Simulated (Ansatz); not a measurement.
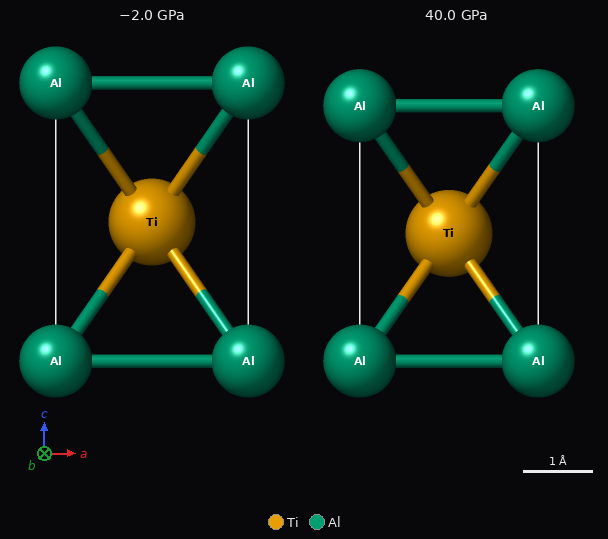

A crystal of TiAl (set up in P4/mmm), relaxed (cell and atoms) at several target pressures. The picture shows the first and the last member. A ball-and-stick model of the cell of the calculation, seen along the b axis.

Computed with Ansatz 0.2.0: DFT PBEsol, scalar-relativistic, plane waves, PAW. Settings: plane-wave cutoff 420 eV; k-point mesh 14 × 14 × 10 at −2.0 to 20.0, 16 × 16 × 12 at 40.0 GPa; occupations gaussian; smearing width 0.1 eV; no spin polarisation; cell and atoms relaxed; force threshold 0.008 eV/Å.

```csv
pressure (GPa),volume (Å³/atom),a (Å),c (Å)
−2.0,16.048,2.810,4.064
0.0,15.781,2.795,4.041
2.0,15.524,2.779,4.019
5.0,15.184,2.759,3.989
10.0,?,?,?
20.0,13.861,2.677,3.869
40.0,12.666,2.605,3.732
```

Fill in the missing row.

Answer. Murnaghan's form V = V₀(1 + B′P/B₀)^(−1/B′), with V₀ = 15.781 Å³ from the row at zero pressure, fits the other rows with B₀ = 122 GPa and B′ = 3.42 (largest miss 0.007 Å³). At 10.0 GPa it gives 15.781 × (1 + 3.42 × 10.0/122)^(−1/3.42) = 14.681 Å³ per atom. The calculation gives 14.678 Å³/atom (a = 2.728 Å, c = 3.944 Å). The estimate is 0.003 Å³/atom too high. From the first member to the last: Al–Ti 2.842 → 2.622 Å, Al–Al 2.810 → 2.605 Å, Ti–Ti 2.810 → 2.605 Å.

The whole series:

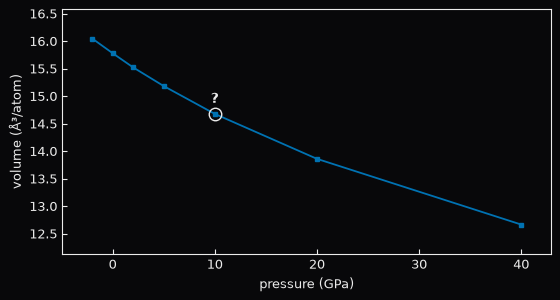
